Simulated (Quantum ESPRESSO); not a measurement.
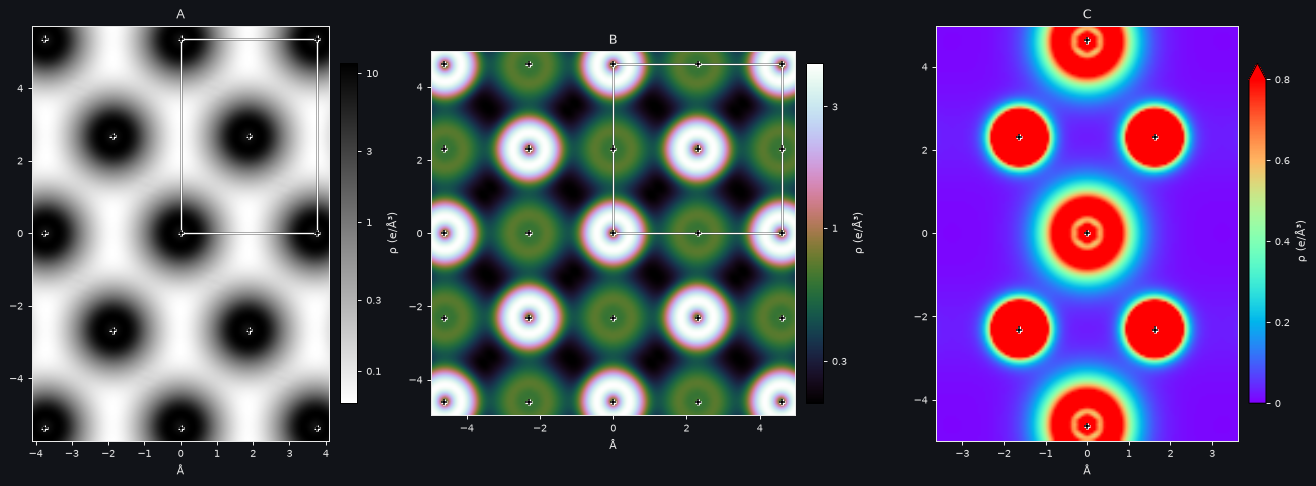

The valence electron density of 3 systems, each on a plane through atoms (crosses mark nuclei in the plane).

Method: Quantum ESPRESSO 7.5, Kohn-Sham DFT of a periodic cell, PBE, SSSP 1.3 efficiency PBE.

System 1: HfB, the (100) plane of the conventional cell. Space group Fm-3m; computed pressure about 31 GPa in this cell.

```
Hf B
1.0
     4.62000    0.00000    0.00000
     0.00000    4.62000    0.00000
     0.00000    0.00000    4.62000
Hf B
4 4
Direct
  0.50000 0.00000 0.00000
  0.00000 0.50000 0.00000
  0.00000 0.00000 0.50000
  0.50000 0.50000 0.50000
  0.00000 0.00000 0.00000
  0.50000 0.50000 0.00000
  0.50000 0.00000 0.50000
  0.00000 0.50000 0.50000
```

System 2: Hg, the (011̄) plane of the conventional cell. Space group I4/mmm; a structure from a database of computed crystals, not necessarily the ambient phase.

```
Hg
1.0
     3.75347    0.00000    0.00000
     0.00000    3.75347    0.00000
     0.00000    0.00000    3.83369
Hg
2
Cartesian
  0.0000 0.0000 1.9168
  1.8767 1.8767 0.0000
```

System 3: Na$_{2}$S, the (110) plane of the conventional cell. Space group Fm-3m.

```cif
data_structure
_symmetry_space_group_name_H-M 'P 1'
_symmetry_Int_Tables_number 1
_cell_length_a 6.5470
_cell_length_b 6.5470
_cell_length_c 6.5470
_cell_angle_alpha 90.000
_cell_angle_beta 90.000
_cell_angle_gamma 90.000
_cell_volume 280.63
loop_
_atom_site_label
_atom_site_type_symbol
_atom_site_fract_x
_atom_site_fract_y
_atom_site_fract_z
_atom_site_occupancy
S1 S 0.00000 0.00000 0.00000 1
S2 S 0.50000 0.50000 0.00000 1
S3 S 0.50000 0.00000 0.50000 1
S4 S 0.00000 0.50000 0.50000 1
Na1 Na 0.75000 0.25000 0.25000 1
Na2 Na 0.25000 0.75000 0.25000 1
Na3 Na 0.25000 0.25000 0.75000 1
Na4 Na 0.75000 0.75000 0.75000 1
Na5 Na 0.25000 0.25000 0.25000 1
Na6 Na 0.75000 0.75000 0.25000 1
Na7 Na 0.75000 0.25000 0.75000 1
Na8 Na 0.25000 0.75000 0.75000 1
```

Which map belongs to which system?

Answer. Panel A is system 2, Hg: the plane holds Hg. Hg–Hg (3.27 Å): ρ at the midpoint is about 0.14 e/Å³. Panel B is system 1, HfB: the plane holds Hf and B. Hf–B (2.31 Å): the density is about 0.47 e/Å³ at the midpoint. Panel C is system 3, Na$_{2}$S: the plane holds S and Na. Na–S (2.83 Å): the density is about 0.17 e/Å³ at the midpoint.
